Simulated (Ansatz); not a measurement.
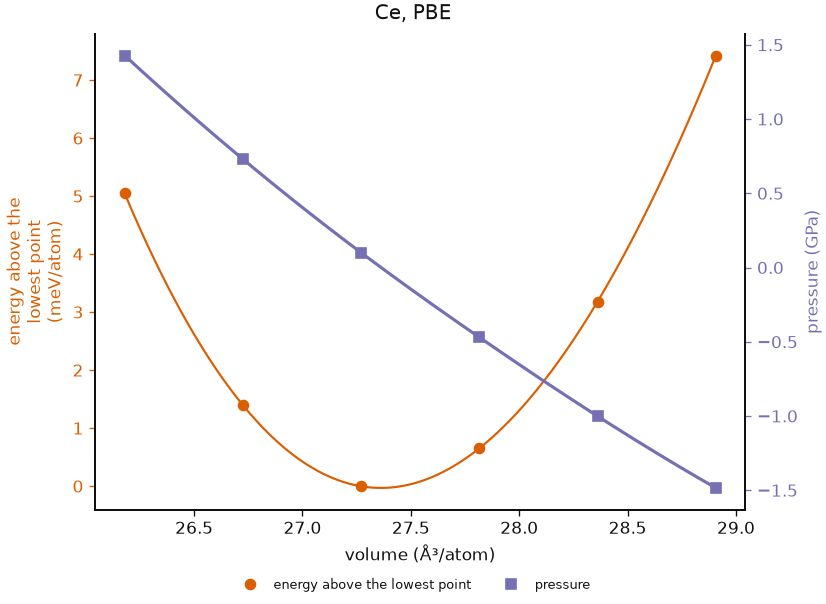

Plotted: energy above the lowest point and pressure against volume for Ce, space group Im-3m (No. 229) (one of a set of cubic test structures, which need not be the stable phase).

Calculation (Ansatz 0.2.0 development build): equation of state of a cubic crystal from periodic Kohn-Sham density functional theory without spin, third-order Birch-Murnaghan fit to the free energies; pressure corrected for the finite basis. Level: PBE.

```
                setting                   value
         structure type                     bcc
          atoms in cell                       1
     space group number                     229
       lattice centring  body-centred primitive
                 k mesh                20×20×20
      occupation method             Fermi–Dirac
       occupation width              0.06123 eV
            wave cutoff                  700 eV
               datasets                hard PAW
      density tolerance                1e-09 eV
                  bands                      21
   density cutoff ratio                       4
search for lower states                 default
```

### How stiff is the solid, and where is its volume at rest?

A third-order Birch–Murnaghan fit gives V0 = 27.36 Å³/atom, B0 = 29.8 GPa and B′ = 3.6.

### Read off the course of the pressure.

It falls from 1.428 GPa at volume 26.18 Å³/atom to −1.484 GPa at 28.91 Å³/atom, and changes sign near 27.37 Å³/atom.

Note: cubic model structure, not the ambient form; modest k-mesh, values are not fully converged in k; open f shell treated without spin.
